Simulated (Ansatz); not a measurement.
System: Sn12H2O (slab).

Input file:

```
crystal:
  lattice:
    - [6.5132825556, 0.0, 0.0]
    - [-3.2566412778, 6.0107644543, 0.0]
    - [0.0, 0.0, 24.0806561057]
  atoms:
    - { symbol: Sn, position: [0.14677444, 0.2935488799, 0.3322168617] }
    - { symbol: Sn, position: [0.14677444, 0.7935488799, 0.3322168617] }
    - { symbol: Sn, position: [0.6467744399, 0.2935488799, 0.3322168617] }
    - { symbol: Sn, position: [0.6467744399, 0.7935488799, 0.3322168617] }
    - { symbol: Sn, position: [0.3085693462, 0.6166083506, 0.4373364686] }
    - { symbol: Sn, position: [0.3079613777, 0.1139380653, 0.4371727441] }
    - { symbol: Sn, position: [0.807977153, 0.6160941322, 0.4373496683] }
    - { symbol: Sn, position: [0.8044800178, 0.11407993, 0.4370417028] }
    - { symbol: Sn, position: [0.4695292037, 0.9394579399, 0.5437745567] }
    - { symbol: Sn, position: [0.4656196617, 0.4346034079, 0.5423450311] }
    - { symbol: Sn, position: [0.9661786576, 0.9332885881, 0.5422759144] }
    - { symbol: Sn, position: [0.966290391, 0.434649504, 0.5418764415] }
    - { symbol: O, position: [0.3424723765, 0.7809006292, 0.6669330629] }
    - { symbol: H, position: [0.1898273068, 0.7739645332, 0.6662914408] }
    - { symbol: H, position: [0.3109602409, 0.6342466859, 0.6539568943] }
basis:
  ecutwfc: 420
kpoints:
  mp_grid: { grid: [3, 3, 1] }
hamiltonian:
  xc: pbe
  dispersion: d3bj
scf:
  occupations: { method: gaussian, width: 0.1 }
output:
  forces: true
  eigenvalues: true
  write_density: true
  volumetric_format: npy
efield:
  axis: 3
  dipole_correction: true
  ramp_width: 0.04
```

Run with:

```sh
ansatz run input.yaml --threads 4 --pin off --max-ram 10240MiB --backend cpu --events-out ev --progress --plain --runs-dir out
```

These are results of DFT PBE+D3(BJ), scalar-relativistic, plane waves, PAW in Ansatz, not measurements.

Question: What will maps of the valence pseudo-density show?

Answer: O–H (0.97 Å): ρ is about 3.8 e/Å³ halfway.
Sn–Sn (3.26 Å): ρ at the midpoint is about 0.17 e/Å³.

Question: Does the calculation make it a metal, or give it a gap?

Answer: It is metallic or semimetallic at this level of theory: no gap opens.

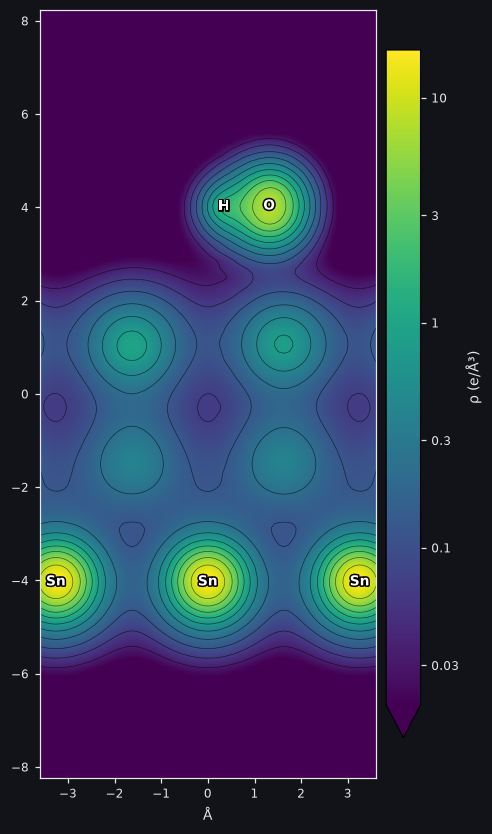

Computed valence pseudo-density on the (010) plane of the calculation cell, a cut from vacuum to vacuum. Atoms just off the plane (Sn, 0.8 Å away) can leave unmarked features too.

In a PAW calculation such maps are meaningful between the atoms, not at the nuclei.
